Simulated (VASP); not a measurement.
System: HC18O (slab).

```
CELL_PARAMETERS angstrom
7.39800 0.00000 0.00000
-3.69900 6.40686 0.00000
0.00000 0.00000 12.00000
ATOMIC_POSITIONS crystal
C 0.00019 0.99829 0.07247
C 0.22328 0.10925 0.07852
C 0.00045 0.33205 0.07054
C 0.22378 0.44117 0.07404
C 0.00404 0.66574 0.10932
C 0.22982 0.77746 0.08024
C 0.33712 0.99823 0.07776
C 0.55610 0.10469 0.07630
C 0.32913 0.32937 0.08070
C 0.55509 0.44397 0.10210
C 0.33626 0.66667 0.07373
C 0.55842 0.77680 0.06890
C 0.66834 0.99766 0.06822
C 0.89012 0.10780 0.06747
C 0.67003 0.32729 0.09957
C 0.89361 0.43903 0.08289
C 0.67140 0.66971 0.07828
C 0.88724 0.77717 0.08053
O 0.60930 0.38635 0.20817
H 0.00444 0.66981 0.20274
```

Not relaxed (largest force 0.3 eV/Å); spin-polarised.

Method: Kohn-Sham DFT of a periodic cell, PBE, VASP PAW PBE potentials, recommended (VASP 6.6.1).

**What will maps of the valence pseudo-density show?**

C–H (1.12 Å): ρ at the midpoint is about 1.8 e/Å³.
C–C (1.39 Å): the density is about 2.1 e/Å³ at the midpoint.
C–C (1.39 Å): ρ at the midpoint is about 2.1 e/Å³.

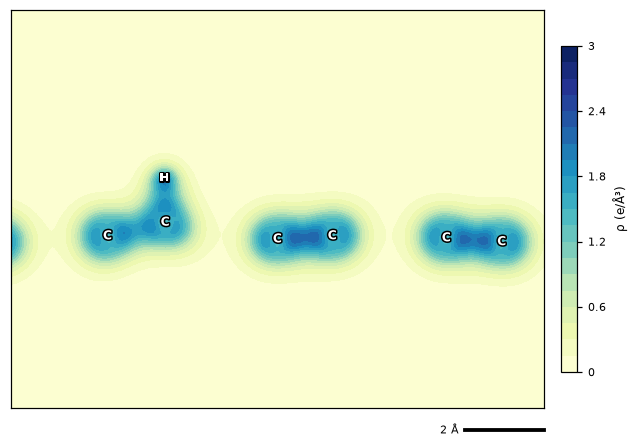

Computed valence pseudo-density on the (110) plane of the calculation cell, a cut from vacuum to vacuum. 

In a PAW calculation such maps are meaningful between the atoms, not at the nuclei.
